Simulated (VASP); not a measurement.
# Band-structure run, with input and output: MoS₂ (part 2 of 2)

Continued. System: MoS₂ (P6₃/mmc, 6 atoms in the cell). Method: Kohn-Sham DFT of a periodic cell, PBE, VASP PAW PBE potentials, recommended, no spin polarisation (VASP 6.6.1); cutoff 520 eV, 10×10×3 k-mesh, fermi-dirac of 0.05 eV. The structure derives from an entry of the Crystallography Open Database.

Geometry of the input (Å; fractional positions):
```
3.1690  0.0000  0.0000
-1.5845  2.7444  0.0000
0.0000  0.0000  12.3240
Mo 0.6667  0.3333  0.7500
Mo 0.3333  0.6667  0.2500
S  0.6667  0.3333  0.3770
S  0.3333  0.6667  0.8770
S  0.6667  0.3333  0.1230
S  0.3333  0.6667  0.6230
```

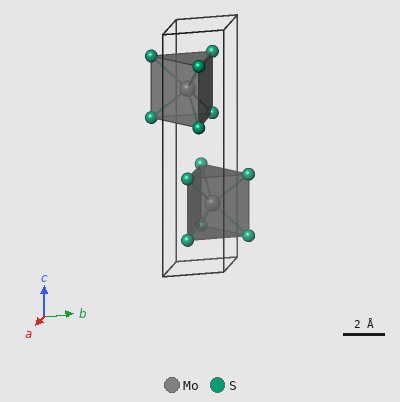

Fig. 1: The structure as given in the input (polyhedral view of the cell of the calculation, seen slightly off an axis; polyhedra are completed across the faces of the cell).

**Parts of OUTCAR, continued**
```
   k-points           NKPTS =     28   k-points in BZ     NKDIM =     28   number of bands    NBANDS=     35
   number of dos      NEDOS =    301   number of ions     NIONS =      6
   total plane-waves  NPLWV =  55296
   dimension x,y,z NGX =    24 NGY =   24 NGZ =   96
   dimension x,y,z NGXF=    48 NGYF=   48 NGZF=  192
   ions per type =               2   4
   NGX,Y,Z   is equivalent  to a cutoff of  12.59, 12.59, 12.95 a.u.
   NGXF,Y,Z  is equivalent  to a cutoff of  25.18, 25.18, 25.90 a.u.
 SYSTEM =  MoS2
   PREC   = accura    normal or accurate (medium, high low for compatibility)
   ISTART =      0    job   : 0-new  1-cont  2-samecut
   ICHARG =      2    charge: 1-file 2-atom 10-const
   ISPIN  =      1    spin polarized calculation?
   LNONCOLLINEAR =      F non collinear calculations
   LSORBIT =      F    spin-orbit coupling
   LASPH  =      T    aspherical Exc in radial PAW
   ENCUT  =  520.0 eV  38.22 Ry    6.18 a.u.   5.89  5.89 22.91*2*pi/ulx,y,z
   NELM   =     80;   NELMIN=  2; NELMDL= -5     # of ELM steps
   EDIFF  = 0.1E-05   stopping-criterion for ELM
   LREAL  =      F    real-space projection
   EDIFFG = 0.1E-04   stopping-criterion for IOM
   NSW    =      0    number of steps for IOM
   IBRION =     -1    ionic relax: 0-MD 1-quasi-New 2-CG
   NFREE  =      0    steps in history (QN), initial steepest desc. (CG)
   ISIF   =      2    stress and relaxation
   ISYM   =      2    0-nonsym 1-usesym 2-fastsym
   POTIM  = 0.5000    time-step for ionic-motion
   TEBEG  =    0.0;   TEEND  =   0.0 temperature during run
   PSTRESS=    0.0 pullay stress
   NELECT =      52.0000    total number of electrons
   NUPDOWN=      -1.0000    fix difference up-down
   EMIN   =  10.00;   EMAX   =-10.00  energy-range for DOS
   EFERMI =   0.00;   METHOD = LEGACY
   ISMEAR =    -1;   SIGMA  =   0.05  broadening in eV -4-tet -1-fermi 0-gaus
   EFERMI_NEDOS =   21; number of points for ismear=-14 and -15
   IALGO  =     38    algorithm
   IMIX   =      4    mixing-type and parameters
     AMIX     =   0.40;   BMIX     =  1.00
     AMIX_MAG =   1.60;   BMIX_MAG =  1.00
  volume/ion in A,a.u.               =      17.86       120.55
  Fermi-wavevector in a.u.,A,eV,Ry     =   1.286373  2.430893 22.514325  1.654756
  Thomas-Fermi vector in A             =   2.418452
   LORBIT       =      0    0 simple, 1 ext, 2 COOP (PROOUT), +10 PAW based schemes
   GGA     = PE    functional components
   LHFCALC =     F    Hartree Fock is set to
   AEXX    =    0.0000 exact exchange contribution
   IVDW    =     0    specifies the selected vdW correction
   LEPSILON=     F    determine dielectric tensor
   LRPA    =     F    only Hartree local field effects (RPA)
 non-spin polarized calculation
  energy-cutoff  :      520.00
  volume of cell :      107.18
 maximum number of plane-waves:      2908
 NGX is ok and might be reduce to    24
   NGX = 11   NGY = 11   NGZ = 45

 number of electron      51.9999997 magnetization

 Free energy of the ion-electron system (eV)
  ---------------------------------------------------
  ext. energy  EPLUGINS =         0.00000000
  ---------------------------------------------------
  free energy    TOTEN  =       -43.61417271 eV

  energy without entropy =      -43.61417063  energy(sigma->0) =      -43.61417167

 E-fermi :   7.9036     XC(G=0): -10.8173     alpha+bet :-13.4682

 val. band max:        7.4844606980   @ k =   0.0000   0.0000   0.0000
 cond. band min:       8.4268596820   @ k =   0.2000   0.2000   0.0000
 fundamental gap:      0.9423989840
 Fermi energy:         7.9036272910

 k-point     1 :       0.0000    0.0000    0.0000
  band No.  band energies     occupation
      1     -54.0199      2.00000
      2     -54.0199      2.00000
      3     -28.1688      2.00000
      4     -28.1687      2.00000
      5     -27.9498      2.00000
      6     -27.9498      2.00000
      7     -27.9498      2.00000
      8     -27.9498      2.00000
      9      -7.4510      2.00000
     10      -7.1776      2.00000
     11      -6.2464      2.00000
     12      -5.7993      2.00000
     13       0.6241      2.00000
     14       1.6559      2.00000
     15       4.0088      2.00000
     16       4.2279      2.00000
     17       4.2279      2.00000
     18       4.2413      2.00000
     19       4.2413      2.00000
     20       5.3215      2.00000
     21       5.3215      2.00000
     22       5.3684      2.00000
     23       5.3684      2.00000
     24       6.2995      2.00000
     25       6.3478      2.00000
     26       7.4845      1.99954
     27       9.5937      0.00000
     28       9.5937      0.00000
     29       9.6221      0.00000
     30       9.6221      0.00000
     31       9.7574      0.00000
     32       9.7574      0.00000
     33       9.9296      0.00000
     34       9.9296      0.00000
     35      13.0542      0.00000

 k-point     2 :       0.1000   -0.0000    0.0000
  band No.  band energies     occupation
      1     -54.0161      2.00000
      2     -54.0161      2.00000
      3     -28.1614      2.00000
      4     -28.1613      2.00000
      5     -27.9878      2.00000
      6     -27.9878      2.00000
      7     -27.9584      2.00000
      8     -27.9584      2.00000
      9      -7.3005      2.00000
     10      -7.0295      2.00000
     11      -6.1744      2.00000
     12      -5.7461      2.00000
     13       0.7959      2.00000
     14       1.8221      2.00000
     15       3.7213      2.00000
     16       3.8955      2.00000
     17       3.9221      2.00000
     18       4.3787      2.00000
     19       4.4001      2.00000
     20       4.8006      2.00000
     21       5.0857      2.00000
     22       5.1393      2.00000
     23       5.4644      2.00000
     24       6.3569      2.00000
     25       6.4524      2.00000
     26       7.1917      2.00000
     27       9.4384      0.00000
     28       9.4642      0.00000
     29       9.5164      0.00000
     30       9.5799      0.00000
     31       9.6427      0.00000
     32       9.7809      0.00000
     33       9.8218      0.00000
     34       9.8982      0.00000
     35      13.7670      0.00000

 k-point     3 :       0.2000   -0.0000    0.0000
  band No.  band energies     occupation
      1     -54.0063      2.00000
      2     -54.0063      2.00000
      3     -28.1419      2.00000
      4     -28.1418      2.00000
      5     -28.0861      2.00000
      6     -28.0861      2.00000
      7     -27.9810      2.00000
      8     -27.9810      2.00000
      9      -6.8805      2.00000
     10      -6.6209      2.00000
     11      -5.9735      2.00000
     12      -5.6004      2.00000
     13       1.2053      2.00000
     14       2.1476      2.00000
     15       3.1523      2.00000
     16       3.1892      2.00000
     17       3.3145      2.00000
     18       3.9146      2.00000
     19       4.5781      2.00000
     20       4.6432      2.00000
     21       4.7816      2.00000
     22       4.8273      2.00000
     23       5.3563      2.00000
     24       6.1552      2.00000
     25       6.2292      2.00000
     26       6.4452      2.00000
     27       8.8131      0.00000
     28       9.2318      0.00000
     29       9.4113      0.00000
     30       9.4536      0.00000
     31       9.5353      0.00000
     32       9.8504      0.00000
     33      10.2907      0.00000
     34      10.4657      0.00000
     35      14.8174      0.00000

 k-point     4 :       0.3000    0.0000    0.0000
  band No.  band energies     occupation
      1     -53.9940      2.00000
      2     -53.9940      2.00000
      3     -28.2055      2.00000
      4     -28.2055      2.00000
      5     -28.1177      2.00000
      6     -28.1177      2.00000
      7     -28.0087      2.00000
      8     -28.0087      2.00000
      9      -6.2901      2.00000
     10      -6.0619      2.00000
     11      -5.6925      2.00000
     12      -5.4076      2.00000
     13       1.4022      2.00000
     14       1.9154      2.00000
     15       2.5358      2.00000
     16       2.6610      2.00000
     17       3.0179      2.00000
     18       3.2010      2.00000
     19       4.0804      2.00000
     20       4.1541      2.00000
     21       5.0068      2.00000
     22       5.2773      2.00000
     23       5.3729      2.00000
     24       5.5990      2.00000
     25       5.7626      2.00000
     26       5.9748      2.00000
     27       8.7756      0.00000
     28       9.0050      0.00000
     29       9.1873      0.00000
     30       9.5693      0.00000
     31       9.8092      0.00000
     32      10.5513      0.00000
     33      10.6744      0.00000
     34      10.9706      0.00000
     35      14.5956      0.00000

 k-point     5 :       0.4000   -0.0000    0.0000
  band No.  band energies     occupation
      1     -53.9841      2.00000
      2     -53.9841      2.00000
      3     -28.3006      2.00000
      4     -28.3006      2.00000
      5     -28.0980      2.00000
      6     -28.0980      2.00000
      7     -28.0309      2.00000
      8     -28.0309      2.00000
      9      -5.7170      2.00000
     10      -5.5521      2.00000
     11      -5.4218      2.00000
     12      -5.2473      2.00000
     13       1.0618      2.00000
     14       1.3808      2.00000
     15       2.0268      2.00000
     16       2.3216      2.00000
     17       2.4703      2.00000
     18       3.1444      2.00000
     19       3.7413      2.00000
     20       3.8199      2.00000
     21       4.7848      2.00000
     22       5.1791      2.00000
     23       5.6428      2.00000
     24       5.8045      2.00000
     25       5.8076      2.00000
     26       6.0797      2.00000
     27       9.0244      0.00000
     28       9.1196      0.00000
     29       9.1964      0.00000
     30       9.6767      0.00000
     31      10.2149      0.00000
     32      10.8710      0.00000
     33      11.1016      0.00000
     34      11.2653      0.00000
     35      13.3130      0.00000

 [... the levels of 18 k-points are left out ...]

 k-point    24 :       0.4000    0.1000    0.3333
  band No.  band energies     occupation
      1     -53.9803      2.00000
      2     -53.9803      2.00000
      3     -28.3167      2.00000
      4     -28.3167      2.00000
      5     -28.0905      2.00000
      6     -28.0905      2.00000
      7     -28.0602      2.00000
      8     -28.0602      2.00000
      9      -5.4517      2.00000
     10      -5.4005      2.00000
     11      -5.2468      2.00000
     12      -5.1977      2.00000
     13       1.1053      2.00000
     14       1.2538      2.00000
     15       1.8590      2.00000
     16       1.9056      2.00000
     17       2.6437      2.00000
     18       2.9344      2.00000
     19       3.6165      2.00000
     20       3.7038      2.00000
     21       4.8348      2.00000
     22       4.9707      2.00000
     23       5.1466      2.00000
     24       5.2264      2.00000
     25       6.2942      2.00000
     26       6.3692      2.00000
     27       9.0652      0.00000
     28       9.1533      0.00000
     29       9.5481      0.00000
     30       9.6876      0.00000
     31      10.4629      0.00000
     32      10.7381      0.00000
     33      10.9144      0.00000
     34      11.2429      0.00000
     35      13.3651      0.00000

 [... further k-points ...]

------------------------ aborting loop because EDIFF is reached ----------------------------------------

  FORCE on cell =-STRESS in cart. coord.  units (eV):
  Direction    XX          YY          ZZ          XY          YZ          ZX
  --------------------------------------------------------------------------------------
  -------------------------------------------------------------------------------------
  Total        1.1573944      1.1573944      1.3953133      0.0000000     -0.0000000      0.0000000
  in kB       17.3007592     17.3007592     20.8571770      0.0000000     -0.0000000      0.0000000
  external PRESSURE =      18.4862318 kB  Pullay stress =       0.0000000 kB

 VOLUME and BASIS-vectors are now :
 -----------------------------------------------------------------------------
  energy-cutoff  :      520.00
  volume of cell :      107.18
      direct lattice vectors                 reciprocal lattice vectors
     3.169000000  0.000000000  0.000000000     0.315556958  0.182186895  0.000000000
    -1.584500000  2.744434505  0.000000000     0.000000000  0.364373789  0.000000000
     0.000000000  0.000000000 12.324000000     0.000000000  0.000000000  0.081142486

 POSITION                                       TOTAL-FORCE (eV/Angst)
 -----------------------------------------------------------------------------------
      1.58450      0.91481      9.24300        -0.000000      0.000000      0.000000
     -0.00000      1.82962      3.08100         0.000000     -0.000000      0.000000
      1.58450      0.91481      4.64615         0.000000     -0.000000     -0.077943
     -0.00000      1.82962     10.80815         0.000000      0.000000     -0.077943
      1.58450      0.91481      1.51585         0.000000     -0.000000      0.077943
     -0.00000      1.82962      7.67785        -0.000000      0.000000      0.077943
 -----------------------------------------------------------------------------------
    total drift:                               -0.000000      0.000000     -0.000000

  FREE ENERGIE OF THE ION-ELECTRON SYSTEM (eV)
  ---------------------------------------------------
  free  energy   TOTEN  =       -43.6141727117 eV

  energy  without entropy=      -43.6141706254  energy(sigma->0) =      -43.61417167
```

**CONTCAR**
```
MoS2
   1.00000000000000
     3.1690000000000000    0.0000000000000000    0.0000000000000000
    -1.5845000000000000    2.7444345046000000    0.0000000000000000
     0.0000000000000000    0.0000000000000000   12.3239999999999998
  Mo              S
     2     4
Direct
     0.6666666667000030    0.3333333332999970    0.7500000000000000
     0.3333333332999970    0.6666666667000030    0.2500000000000000
     0.6666666667000030    0.3333333332999970    0.3770000000000024
     0.3333333332999970    0.6666666667000030    0.8770000000000024
     0.6666666667000030    0.3333333332999970    0.1229999999999976
     0.3333333332999970    0.6666666667000030    0.6229999999999976

  0.00000000E+00  0.00000000E+00  0.00000000E+00
  0.00000000E+00  0.00000000E+00  0.00000000E+00
  0.00000000E+00  0.00000000E+00  0.00000000E+00
  0.00000000E+00  0.00000000E+00  0.00000000E+00
  0.00000000E+00  0.00000000E+00  0.00000000E+00
  0.00000000E+00  0.00000000E+00  0.00000000E+00
```
